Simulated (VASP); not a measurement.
## Geometry relaxation, with input and output: ZnSe (part 1 of 2)

ZnSe (F-43m, 2 atoms in the cell), computed with Kohn-Sham DFT of a periodic cell, PBEsol, VASP PAW PBE potentials, recommended, no spin polarisation (VASP 6.6.1).

The structure derives from an entry of the Crystallography Open Database.

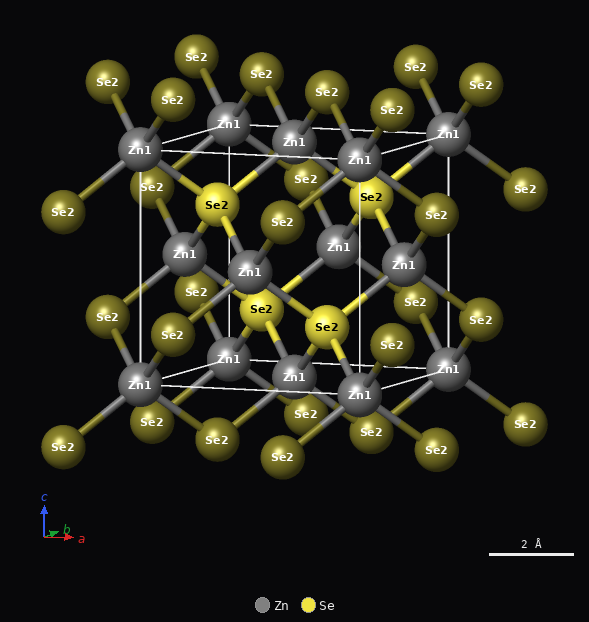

Figure 1. The structure as given in the input (ball-and-stick view of the cell 4 times as large as that of the calculation, set on its symmetry axes, seen slightly off an axis; neighbours outside the cell are drawn fainter; atoms are numbered from 1 in the order of the input). An atom can appear more than once, as a periodic image.

Key numbers:

- outcome: converged
- space group (tolerance 0.01 Å): F-43m (216)
- electrons treated: 18
- free energy: −6.7732 eV
- gap on the k-point mesh: 1.23 eV
- pressure: 0.01 GPa
- final volume: 44.88 Å³
- largest force (length of the vector) at the end: under 0.001 eV/Å
- final cell: a = 3.989 Å, b = 3.989 Å, c = 3.989 Å, α = 60.00°, β = 60.00°, γ = 60.00°
- hardware: 1 thread of AMD EPYC (Zen 3), 1656 GiB of memory available, shared host
- wall time: 40 s
- peak memory: 0.17 GiB

INCAR:
```
PREC = Accurate ; ENCUT = 600
EDIFF = 1E-6 ; ISMEAR = 0
SIGMA = 0.03 ; LREAL = F
LASPH = T ; NELM = 80
ALGO = Normal ; ISIF = 3
LWAVE = F ; LCHARG = F
GGA = PS ; IBRION = 2
NSW = 90 ; EDIFFG = -0.01
```

KPOINTS:
```
Automatic mesh
0
Gamma
  8 8 8
```

POSCAR:
```
ZnSe
1.0
    0.0000000000      2.8338000000      2.8338000000
    2.8338000000      0.0000000000      2.8338000000
    2.8338000000      2.8338000000      0.0000000000
Zn Se
1 1
Direct
    0.0000000000      0.0000000000      0.0000000000
    0.2500000000      0.2500000000      0.2500000000
```

Launch command:
```bash
cat potpaw_PBE.64/Zn/POTCAR potpaw_PBE.64/Se/POTCAR > POTCAR
mpirun -np 1 vasp_std > vasp.out
```

OSZICAR:
```
N       E                     dE             d eps       ncg     rms          rms(c)
DAV:   1     0.912052234608E+02    0.91205E+02   -0.98615E+03   754   0.176E+03
DAV:   2    -0.685331717666E+00   -0.91891E+02   -0.87732E+02   789   0.292E+02
DAV:   3    -0.700769728409E+01   -0.63224E+01   -0.62911E+01   944   0.740E+01
DAV:   4    -0.707545363115E+01   -0.67756E-01   -0.67732E-01   804   0.811E+00
DAV:   5    -0.707582250542E+01   -0.36887E-03   -0.36887E-03   934   0.584E-01    0.466E+00
DAV:   6    -0.679070983822E+01    0.28511E+00   -0.81827E-01   962   0.334E+01    0.364E+00
DAV:   7    -0.677381000647E+01    0.16900E-01   -0.21187E-01   824   0.485E+00    0.157E+00
DAV:   8    -0.677156285849E+01    0.22471E-02   -0.38946E-03   879   0.684E-01    0.454E-01
DAV:   9    -0.677133598159E+01    0.22688E-03   -0.78316E-04   902   0.431E-01    0.668E-02
DAV:  10    -0.677138302807E+01   -0.47046E-04   -0.20122E-04   898   0.204E-01    0.205E-02
DAV:  11    -0.677138270917E+01    0.31891E-06   -0.27166E-05   915   0.839E-02    0.415E-03
DAV:  12    -0.677138295792E+01   -0.24875E-06   -0.70356E-06   859   0.199E-02
   1 F= -.67713830E+01 E0= -.67713830E+01  d E =-.677138E+01
       N       E                     dE             d eps       ncg     rms          rms(c)
DAV:   1    -0.684103437411E+01   -0.69652E-01   -0.87511E-01   914   0.201E+01    0.185E+00
DAV:   2    -0.678200647952E+01    0.59028E-01   -0.23279E-01   894   0.155E+01    0.661E-01
DAV:   3    -0.677508500764E+01    0.69215E-02   -0.84403E-03   882   0.131E+00    0.318E-01
DAV:   4    -0.677328750116E+01    0.17975E-02   -0.15723E-03   887   0.500E-01    0.127E-01
DAV:   5    -0.677307172767E+01    0.21577E-03   -0.32341E-04  1128   0.366E-01    0.122E-02
DAV:   6    -0.677307097517E+01    0.75249E-06   -0.82276E-05   844   0.150E-01    0.106E-02
DAV:   7    -0.677307134379E+01   -0.36862E-06   -0.99889E-06   899   0.459E-02
   2 F= -.67730713E+01 E0= -.67730713E+01  d E =-.168839E-02
       N       E                     dE             d eps       ncg     rms          rms(c)
DAV:   1    -0.677762279673E+01   -0.45518E-02   -0.57071E-02   909   0.529E+00    0.467E-01
DAV:   2    -0.677383222277E+01    0.37906E-02   -0.13745E-02   894   0.334E+00    0.171E-01
DAV:   3    -0.677337090263E+01    0.46132E-03   -0.48834E-04   799   0.214E-01    0.818E-02
DAV:   4    -0.677325505521E+01    0.11585E-03   -0.71529E-05   874   0.105E-01    0.312E-02
DAV:   5    -0.677324089158E+01    0.14164E-04   -0.16947E-05  1128   0.816E-02    0.278E-03
DAV:   6    -0.677324114029E+01   -0.24871E-06   -0.45382E-06   659   0.348E-02
   3 F= -.67732411E+01 E0= -.67732411E+01  d E =-.185818E-02
```

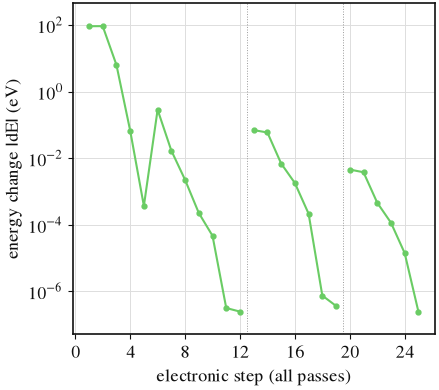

Figure 2. Convergence of the self-consistent field: energy change |dE| against the electronic step. Each stretch between dotted lines is the SCF of one geometry step of a relaxation. The 3 ionic steps take 6 to 12 electronic steps each. The density is held fixed in the first few steps, and dE rises again when its update begins.

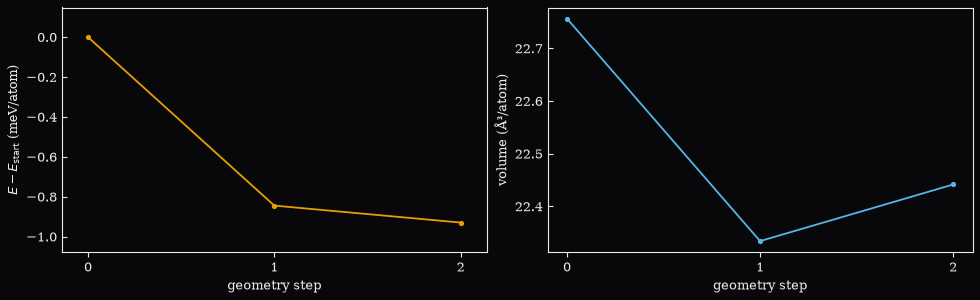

Figure 3. Progress of the relaxation, step by step (steps are counted from 0). Over 2 geometry steps the energy falls by 0.9 meV per atom. All forces vanish by symmetry, so only the cell relaxes. No atom moves by more than 0.005 Å relative to the cell. Cell: a = b = c 5.668 → 5.641 Å (−0.5 %). Volume −1.4 %. Among the contacts that change: Zn1–Se2 2.454 → 2.443 Å. The space group stays F-43m (No. 216). (Atoms are counted from 1 in the order of the input.)

Parts of OUTCAR:
```
PREC = Accurate
   ENCUT = 600
   EDIFF = 1E-6
   ISMEAR = 0
   LREAL = F
   LASPH = T
   NELM = 80
   ISIF = 3
   GGA = PS
   IBRION = 2
   NSW = 90
   EDIFFG = -0.01

 ion  position               nearest neighbor table
   1  0.000  0.000  0.000-   2 2.45   2 2.45   2 2.45   2 2.45
   2  0.250  0.250  0.250-   1 2.45   1 2.45   1 2.45   1 2.45

  LATTYP: Found a face centered cubic cell.
 ALAT       =     5.6676000000

  Lattice vectors:

 A1 = (   0.0000000000,   2.8338000000,   2.8338000000)
 A2 = (   2.8338000000,   0.0000000000,   2.8338000000)
 A3 = (   2.8338000000,   2.8338000000,   0.0000000000)

Analysis of symmetry for initial positions (statically):
=====================================================================
 Subroutine PRICEL returns:
 Original cell was already a primitive cell.

 Routine SETGRP: Setting up the symmetry group for a
 face centered cubic supercell.

 Subroutine GETGRP returns: Found 24 space group operations
 (whereof 24 operations were pure point group operations)
 out of a pool of 48 trial point group operations.

The static configuration has the point symmetry T_d .

Analysis of symmetry for dynamics (positions and initial velocities):
=====================================================================
 Subroutine PRICEL returns:
 Original cell was already a primitive cell.

 Routine SETGRP: Setting up the symmetry group for a
 face centered cubic supercell.

 Subroutine GETGRP returns: Found 24 space group operations
 (whereof 24 operations were pure point group operations)
 out of a pool of 48 trial point group operations.

The dynamic configuration has the point symmetry T_d .

 Subroutine INISYM returns: Found 24 space group operations
 (whereof 24 operations are pure point group operations),
 and found     1 'primitive' translations

----------------------------------------------------------------------------------------

                                     Primitive cell

  volume of cell :      45.5132

  direct lattice vectors                    reciprocal lattice vectors
     0.000000000  2.833800000  2.833800000    -0.176441527  0.176441527  0.176441527
     2.833800000  0.000000000  2.833800000     0.176441527 -0.176441527  0.176441527
     2.833800000  2.833800000  0.000000000     0.176441527  0.176441527 -0.176441527

  length of vectors
     4.007598393  4.007598393  4.007598393     0.305605690  0.305605690  0.305605690

  position of ions in fractional coordinates (direct lattice)
     0.000000000  0.000000000  0.000000000
     0.250000000  0.250000000  0.250000000

  ion indices of the primitive-cell ions
   primitive index   ion index
                 1           1
                 2           2

----------------------------------------------------------------------------------------

 KPOINTS: Automatic mesh

Automatic generation of k-mesh.
 Grid dimensions read from file:
 generate k-points for:    8    8    8

 Generating k-lattice:

  Cartesian coordinates                     Fractional coordinates (reciprocal lattice)
    -0.022055191  0.022055191  0.022055191     0.125000000  0.000000000  0.000000000
     0.022055191 -0.022055191  0.022055191     0.000000000  0.125000000  0.000000000
     0.022055191  0.022055191 -0.022055191     0.000000000  0.000000000  0.125000000

  Length of vectors
     0.038200711  0.038200711  0.038200711

  Shift w.r.t. Gamma in fractional coordinates (k-lattice)
     0.000000000  0.000000000  0.000000000

 Subroutine IBZKPT returns following result:
 ===========================================

 Found     29 irreducible k-points:

 Following reciprocal coordinates:
            Coordinates               Weight
  0.000000  0.000000  0.000000      1.000000
  0.125000  0.000000  0.000000      8.000000
  0.250000  0.000000  0.000000      8.000000
  0.375000  0.000000  0.000000      8.000000
  0.500000  0.000000  0.000000      4.000000
  0.125000  0.125000  0.000000      6.000000
  0.250000  0.125000  0.000000     24.000000
  0.375000  0.125000  0.000000     24.000000
  0.500000  0.125000  0.000000     24.000000
 -0.375000  0.125000  0.000000     24.000000
 -0.250000  0.125000  0.000000     24.000000
 -0.125000  0.125000  0.000000     12.000000
  0.250000  0.250000  0.000000      6.000000
  0.375000  0.250000  0.000000     24.000000
  0.500000  0.250000  0.000000     24.000000
 -0.375000  0.250000  0.000000     24.000000
 -0.250000  0.250000  0.000000     12.000000
  0.375000  0.375000  0.000000      6.000000
  0.500000  0.375000  0.000000     24.000000
 -0.375000  0.375000  0.000000     12.000000
  0.500000  0.500000  0.000000      3.000000
  0.375000  0.250000  0.125000     24.000000
  0.500000  0.250000  0.125000     48.000000
 -0.375000  0.250000  0.125000     24.000000
 [... further k-points ...]
   k-points           NKPTS =     29   k-points in BZ     NKDIM =     29   number of bands    NBANDS=     13
   number of dos      NEDOS =    301   number of ions     NIONS =      2
   total plane-waves  NPLWV =  32768
   dimension x,y,z NGX =    32 NGY =   32 NGZ =   32
   dimension x,y,z NGXF=    64 NGYF=   64 NGZF=   64
   ions per type =               1   1
   NGX,Y,Z   is equivalent  to a cutoff of  13.27, 13.27, 13.27 a.u.
   NGXF,Y,Z  is equivalent  to a cutoff of  26.55, 26.55, 26.55 a.u.
 SYSTEM =  unknown system
   PREC   = accura    normal or accurate (medium, high low for compatibility)
   ISTART =      0    job   : 0-new  1-cont  2-samecut
   ICHARG =      2    charge: 1-file 2-atom 10-const
   ISPIN  =      1    spin polarized calculation?
   LNONCOLLINEAR =      F non collinear calculations
   LSORBIT =      F    spin-orbit coupling
   LASPH  =      T    aspherical Exc in radial PAW
   ENCUT  =  600.0 eV  44.10 Ry    6.64 a.u.   8.00  8.00  8.00*2*pi/ulx,y,z
   NELM   =     80;   NELMIN=  2; NELMDL= -5     # of ELM steps
   EDIFF  = 0.1E-05   stopping-criterion for ELM
   LREAL  =      F    real-space projection
   EDIFFG = -.1E-01   stopping-criterion for IOM
   NSW    =     90    number of steps for IOM
   IBRION =      2    ionic relax: 0-MD 1-quasi-New 2-CG
   NFREE  =      1    steps in history (QN), initial steepest desc. (CG)
   ISIF   =      3    stress and relaxation
   ISYM   =      2    0-nonsym 1-usesym 2-fastsym
   POTIM  = 0.5000    time-step for ionic-motion
   TEBEG  =    0.0;   TEEND  =   0.0 temperature during run
   PSTRESS=    0.0 pullay stress
   NELECT =      18.0000    total number of electrons
   NUPDOWN=      -1.0000    fix difference up-down
   EMIN   =  10.00;   EMAX   =-10.00  energy-range for DOS
   EFERMI =   0.00;   METHOD = LEGACY
   ISMEAR =     0;   SIGMA  =   0.03  broadening in eV -4-tet -1-fermi 0-gaus
   EFERMI_NEDOS =   21; number of points for ismear=-14 and -15
   IALGO  =     38    algorithm
   IMIX   =      4    mixing-type and parameters
     AMIX     =   0.40;   BMIX     =  1.00
     AMIX_MAG =   1.60;   BMIX_MAG =  1.00
  volume/ion in A,a.u.               =      22.76       153.57
  Fermi-wavevector in a.u.,A,eV,Ry     =   1.201673  2.270834 19.647073  1.444019
  Thomas-Fermi vector in A             =   2.337476
   LORBIT       =      0    0 simple, 1 ext, 2 COOP (PROOUT), +10 PAW based schemes
   GGA     = PS    functional components
   LHFCALC =     F    Hartree Fock is set to
   AEXX    =    0.0000 exact exchange contribution
   IVDW    =     0    specifies the selected vdW correction
   LEPSILON=     F    determine dielectric tensor
   LRPA    =     F    only Hartree local field effects (RPA)
 conjugate gradient relaxation of ions
```
